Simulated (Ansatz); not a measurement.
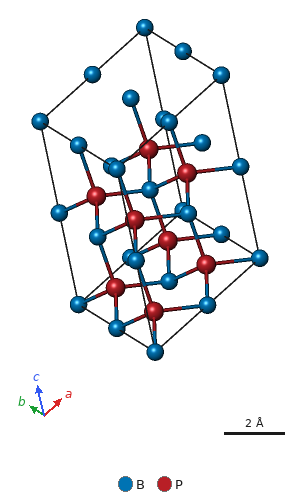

Starting frame of a dynamics run of a 16-atom cell of BP (built on the measured structure type). The picture is a ball-and-stick view of the reduced simulation cell, seen slightly off an axis. Bonds to atoms that aren't drawn are left out. Lengths and directions refer to the drawn axes.

The calculation used DFT, r2SCAN, plane waves, PAW in Ansatz.

The input:
```yaml
crystal:
  lattice:
    - [0.0, 4.5366309147, 4.5366309147]
    - [4.5366309147, 0.0, 4.5366309147]
    - [4.5366309147, 4.5366309147, 0.0]
  atoms:
    - { symbol: B, position: [0.0, 0.0, 0.0] }
    - { symbol: P, position: [0.125, 0.125, 0.125] }
    - { symbol: B, position: [0.0, 0.0, 0.5] }
    - { symbol: P, position: [0.125, 0.125, 0.625] }
    - { symbol: B, position: [0.0, 0.5, 0.0] }
    - { symbol: P, position: [0.125, 0.625, 0.125] }
    - { symbol: B, position: [0.0, 0.5, 0.5] }
    - { symbol: P, position: [0.125, 0.625, 0.625] }
    - { symbol: B, position: [0.5, 0.0, 0.0] }
    - { symbol: P, position: [0.625, 0.125, 0.125] }
    - { symbol: B, position: [0.5, 0.0, 0.5] }
    - { symbol: P, position: [0.625, 0.125, 0.625] }
    - { symbol: B, position: [0.5, 0.5, 0.0] }
    - { symbol: P, position: [0.625, 0.625, 0.125] }
    - { symbol: B, position: [0.5, 0.5, 0.5] }
    - { symbol: P, position: [0.625, 0.625, 0.625] }
kpoints:
  mp_grid: { grid: [4, 4, 4] }
hamiltonian:
  xc: r2scan
scf:
  occupations: { method: fermi_dirac, width: 0.086 }
md:
  ensemble: nve
  temperature: 1000
  timestep: 2.0
  n_steps: 30
  initial_velocities: maxwell_boltzmann
  seed: 4867
```

Command:
```bash
ansatz run input.yaml --threads 4 --pin off --max-ram 3686MiB --backend cpu --events-out ev --progress --plain --runs-dir out
```

**What does the trajectory do?**

Over the second half the temperature averages 467 K (spread ±184 K). The first frame carries almost no forces, so kinetic energy first flows into potential energy: the temperature drops from 1000 to 334 K within 14 fs, and without a thermostat its mean stays below the start. The potential energy in the second half lies on average 65.4 meV per atom above the first frame. In the second half of the run the atoms are, in the root-mean-square, this far from where they began (common drift taken out): B 0.12 Å, P 0.11 Å. The run lasts only 60 fs, too short to tell vibration from diffusion.

Along the run (each row but the first and the last is the mean over the interval that it begins):

| time (fs) | potential energy (meV/atom) | T (K) |
| --- | --- | --- |
| 0.0 | 0.0 | 1000 |
| 10.0 | 77.2 | 371 |
| 20.0 | 71.1 | 418 |
| 30.0 | 94.7 | 227 |
| 40.0 | 44.0 | 640 |
| 50.0 | 59.2 | 519 |
| 60.0 | 56.3 | 542 |

The paths of the atoms, magnified 3 times:

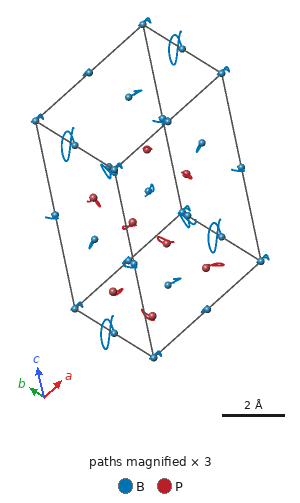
